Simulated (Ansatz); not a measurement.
**SiNi2: density, localisation and related maps**

The calculation's input:

```
crystal:
  lattice:
    - [4.99, 0.0, 0.0]
    - [0.0, 3.72, 0.0]
    - [0.0, 0.0, 7.03]
  atoms:
    - { symbol: Ni, position: [0.325, 0.75, 0.937], spin: 1.0 }
    - { symbol: Ni, position: [0.675, 0.25, 0.063], spin: 1.0 }
    - { symbol: Ni, position: [0.175, 0.25, 0.437], spin: 1.0 }
    - { symbol: Ni, position: [0.825, 0.75, 0.563], spin: 1.0 }
    - { symbol: Ni, position: [0.458, 0.75, 0.297], spin: 1.0 }
    - { symbol: Ni, position: [0.542, 0.25, 0.703], spin: 1.0 }
    - { symbol: Ni, position: [0.042, 0.25, 0.797], spin: 1.0 }
    - { symbol: Ni, position: [0.958, 0.75, 0.203], spin: 1.0 }
    - { symbol: Si, position: [0.786, 0.75, 0.886] }
    - { symbol: Si, position: [0.214, 0.25, 0.114] }
    - { symbol: Si, position: [0.714, 0.25, 0.386] }
    - { symbol: Si, position: [0.286, 0.75, 0.614] }
hamiltonian:
  xc: revpbe
  pseudopotentials: { kind: paw }
magnetization:
  spin_polarized: true
kpoints:
  mp_grid: { grid: [6, 7, 4] }
  band_path:
    path:
      - [[0.0, 0.0, 0.0], [0.0, -0.5, 0.0], [-0.5, -0.5, 0.0], [-0.5, 0.0, 0.0], [0.0, 0.0, 0.0], [0.0, 0.0, -0.5], [0.0, -0.5, -0.5], [-0.5, -0.5, -0.5], [-0.5, 0.0, -0.5], [0.0, 0.0, -0.5]]
      - [[-0.5, 0.0, 0.0], [-0.5, 0.0, -0.5]]
      - [[0.0, -0.5, -0.5], [0.0, -0.5, 0.0]]
      - [[-0.5, -0.5, 0.0], [-0.5, -0.5, -0.5]]
    npoints: 10
scf:
  occupations: { method: fermi_dirac, width: 0.05 }
  n_extra_bands: 30
output:
  forces: true
  stress: true
  eigenvalues: true
  fatbands: true
  write_density: true
  write_potential: true
  elf: true
  volumetric_format: npy
```

Launched as:

```sh
ansatz run input.yaml --threads 4 --pin off --max-ram 11264MiB --backend cpu --events-out ev --progress --plain --runs-dir out
```

Below, planes, directions and counts refer to the conventional cell (a = 4.99 Å, b = 3.72 Å, c = 7.03 Å, α = 90.00°, β = 90.00°, γ = 90.00°).

Space group Pnma; not relaxed (largest force 0.4 eV/Å); computed pressure about 7 GPa in this cell; the program warned that a starting moment wasn't kept; spin-polarised, but the moments vanished.

These are results of Ansatz 0.2.0, Kohn-Sham DFT of a periodic cell, revPBE, Ansatz PAW, not measurements.

The density is the valence pseudo-density of a PAW calculation; it isn't the true density close to the nuclei.

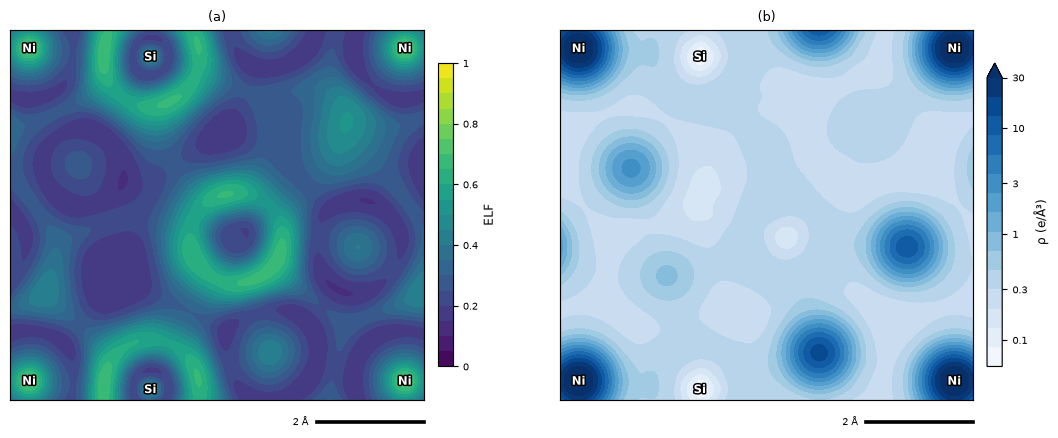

Figure 1. (a) electron localisation function; (b) valence pseudo-density on the (110) plane of the conventional cell.

> Read the bonding off the picture.

- The section cuts through Ni and Si sites.
- Atoms just off the plane (Ni, 0.4 Å away and Si, 0.3 Å away) can leave unmarked features too.
- Si–Ni (2.28 Å): ρ at the midpoint is about 0.48 e/Å³; the ELF peaks at about 0.70 in the valence shell of Si, 0.9 Å from its nucleus, and is about 0.50 at the midpoint.
- Between the atoms the lowest density in this plane is 0.17 e/Å³.
- The features right at Ni lie inside the PAW spheres, where the map follows smoothed inner orbitals and isn't to be read closely.

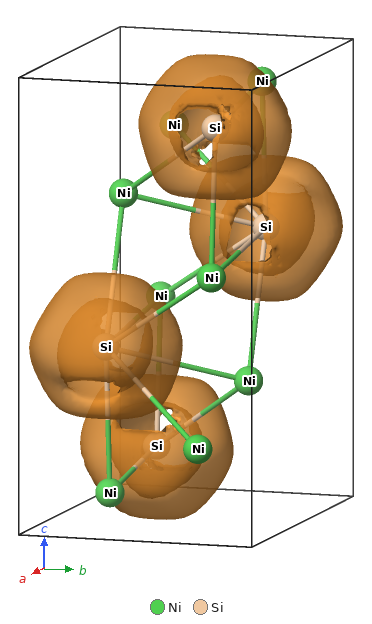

Figure 2. Isosurface of the electron localisation function at 0.55 (orange), seen slightly off an axis. Core shells and regions of very low density are left out. Sticks mark near contacts.

> What do the ELF domains correspond to?

The ELF exceeds this value in four regions wrapped around Si (the valence shell of each), counted in one cell of 12 atoms. Any copies at cell faces, edges or corners count once.


 Si–Ni (2.33 Å): the ELF peaks at about 0.65 in the valence shell of Si, 0.9 Å from its nucleus, and is about 0.45 at the midpoint.

> Does the calculation give a band gap?

It is gapless in this calculation (a metal or semimetal).
